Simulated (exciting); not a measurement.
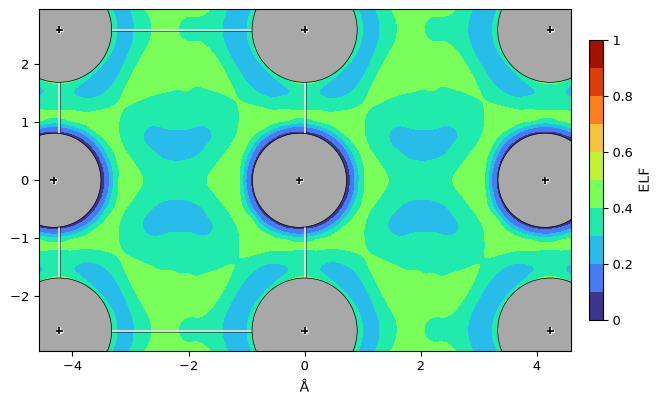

The electron localisation function on a plane through atoms (crosses mark nuclei in the plane; grey discs cover the cores).

All numbers below come from Kohn-Sham DFT of a periodic cell, PBEsol, all-electron LAPW+lo, shipped species files in exciting.

Candidates:
A. Al2Cu, a = 4.11 Å, b = 4.11 Å, c = 2.89 Å, α = 90.00°, β = 90.00°, γ = 90.00°. Space group P4/mmm; a structure from a database of computed crystals, not necessarily the ambient phase.
B. AlRu, a = 2.99 Å, b = 4.23 Å, c = 4.23 Å, α = 90.00°, β = 90.00°, γ = 90.00°. Space group Pm; not relaxed (largest force 0.7 eV/Å).
C. Co, a = 2.49 Å, b = 2.49 Å, c = 4.06 Å, α = 90.00°, β = 90.00°, γ = 120.00°. Space group P-3m1; a structure from a database of computed crystals, not necessarily the ambient phase; not relaxed (largest force 0.4 eV/Å); spin-polarised.

### Which system is this?

Candidate B: AlRu on the (110) plane of the standardised cell, which holds Ru and Al. Al–Ru (2.59 Å): the ELF is about 0.35 at the midpoint.
